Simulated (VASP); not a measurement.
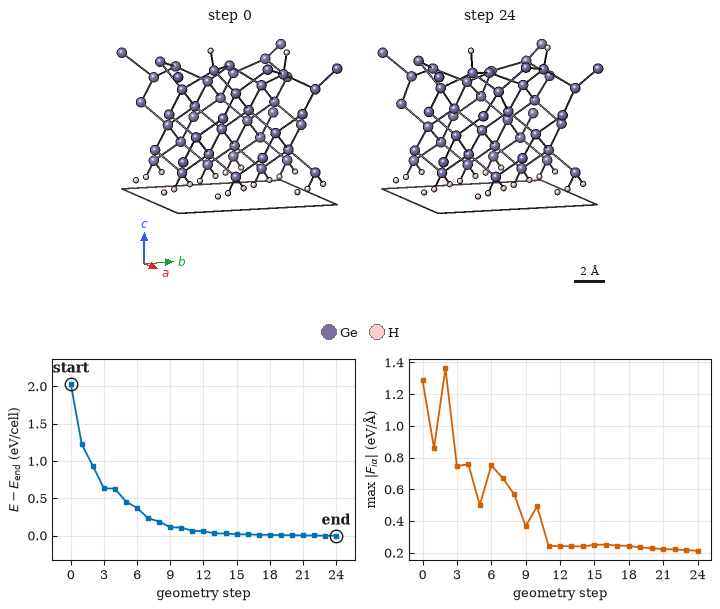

First and last geometry of a relaxation of a slab of composition Ge$_{8}$H$_{3}$, with the history of the run. Style: ball-and-stick. Shown: the cell of the calculation, outlined in the plane, without the vacuum (origin shifted), slightly off an axis.

The run lets the atoms move in a fixed cell. 24 atoms are held fixed.

Level of theory: VASP, Kohn-Sham DFT of a periodic cell, PBE with D3(BJ), VASP PAW PBE potentials, recommended.

Input file:
```
SYSTEM = Ge8H3
  ALGO = Fast
  EDIFF = 1E-6
  EDIFFG = -0.03
  ENCUT = 400
  GGA = PE
  IBRION = 2
  ISIF = 2
  ISMEAR = 0
  ISYM = 0
  IVDW = 12
  LASPH = .True.
  LCHARG = .False.
  LREAL = Auto
  LUSENCCL = .False.
  LWAVE = .False.
  NELM = 60
  NSW = 120
  PREC = Accurate
  SIGMA = 0.05
```

Command:
```bash
cat potpaw_PBE.64/Ge_d/POTCAR potpaw_PBE.64/H/POTCAR > POTCAR
mpirun -np 1 vasp_gam > vasp.out
```

Q: Read the history and describe the run.

A: The run was cut off at its time limit before the relaxation converged, so the last structure is only a point on the way. The energy falls by 2.037 eV per cell of the calculation in 24 geometry steps. Largest force component: 1.3 eV/Å at the start, 0.21 eV/Å at the end. The largest move is that of a Ge atom, 0.48 Å at 14° to the normal (−c side). By element the largest moves are Ge 0.48 Å, H 0.35 Å. The cell doesn't change. Near-neighbour distances that change, for instance: Ge–Ge 2.708 → 2.504 Å, Ge–Ge 2.708 → 2.530 Å, Ge–Ge 2.505 → 2.628 Å, Ge–Ge 2.450 → 2.566 Å. Bond angles that change, for instance: Ge–Ge–Ge 105.0° → 121.9°, Ge–Ge–H 95.1° → 110.4°, Ge–Ge–Ge 105.0° → 119.3°.
